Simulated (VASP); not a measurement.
The compound is MgO (space group P-6m2, No. 187), taken as the end point of a relaxation with VASP 6.6.1, VASP Kohn-Sham DFT of a periodic cell, r2SCAN50, VASP PAW PBE potentials, recommended.

Space group P-6m2 (No. 187). a = 2.858 Å, b = 2.858 Å, c = 2.609 Å, α = 90.00°, β = 90.00°, γ = 120.00°
```json
{"atom": "Mg", "site": "1a", "symmetry": "-6m2", "x": "0.0000", "y": "0.0000", "z": "0.0000"}
{"atom": "O", "site": "1d", "symmetry": "-6m2", "x": "0.3333", "y": "0.6667", "z": "0.5000"}
```

Bonds are taken as Mg–O below 2.4 Å. Simplification: prune 0- and 1-connected atoms, fold 2-connected ones into links.

Derive the underlying net.

The result is a uninodal 6-connected, three-periodic net: Mg and O are 6-connected nodes. It is the acs net, known from WC. It is a single net, without interpenetration.

```
    node  links  point symbol               coordination sequence
Mg and O      6       4^9.6^6  6 20 42 74 114 164 222 290 366 452
```

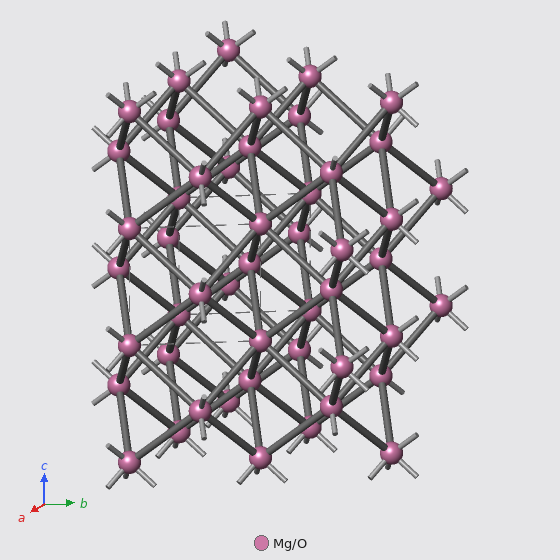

Nodes are coloured by topological kind. Edges to nodes outside the piece are drawn as stubs.
